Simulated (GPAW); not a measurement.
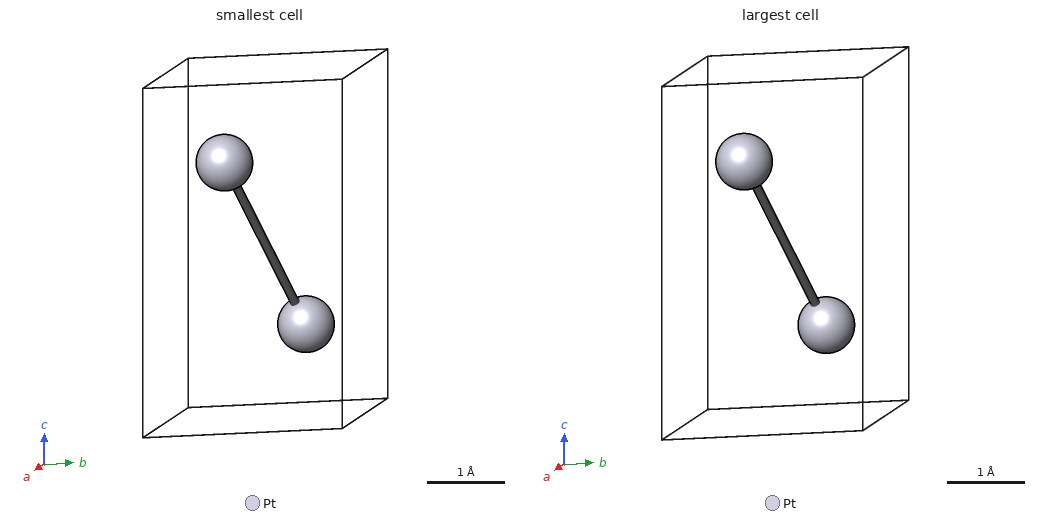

Pt, hexagonal close-packed (Mg type), space group P6₃/mmc (No. 194), relaxed (cell and atoms, zero pressure) with five choices of dispersion term on top of PBEsol; the smallest and the largest of the relaxed conventional cells are drawn to one scale (sticks follow a distance rule). The start was a structure listed in the Materials Project. This isn't the form of Pt at room conditions, which is fcc.

Alike in all runs: GPAW 26.7.0; functional PBEsol; potentials PAW data sets generated in the run's folder for this functional; cutoff 600 eV; k mesh 8 × 8 × 4 on the run's cell of 2 atoms; occupations fermi-dirac, width 0.05 eV; no spin polarisation; no spin-orbit coupling. All runs are metallic.

| level | volume (Å³/atom) | a (Å) | c (Å) |
| --- | --- | --- | --- |
| D4 | 14.90 | 2.729 | 4.621 |
| D3(BJ)-ATM | 14.83 | 2.725 | 4.611 |
| D3(BJ) | ? | ? | ? |
| none | 15.12 | 2.741 | 4.649 |
| D3 | 14.71 | 2.717 | 4.603 |

**What does D3(BJ) give?**

Volume 14.71 Å³/atom; a 2.719 Å; c 4.596 Å. That is level with D3 in volume.

**Order the levels by the relaxed volume, smallest first.**

D3(BJ) and D3 (14.71 Å³/atom), D3(BJ)-ATM (14.83 Å³/atom), D4 (14.90 Å³/atom), none (15.12 Å³/atom). Rows within a few tenths of a per cent can't be told apart.

Caveat: later steps reuse the first step's grids; pairwise dispersion terms can overbind metals strongly; spin-orbit coupling is left out, which matters for Pt, if less for volumes and forces than for levels.
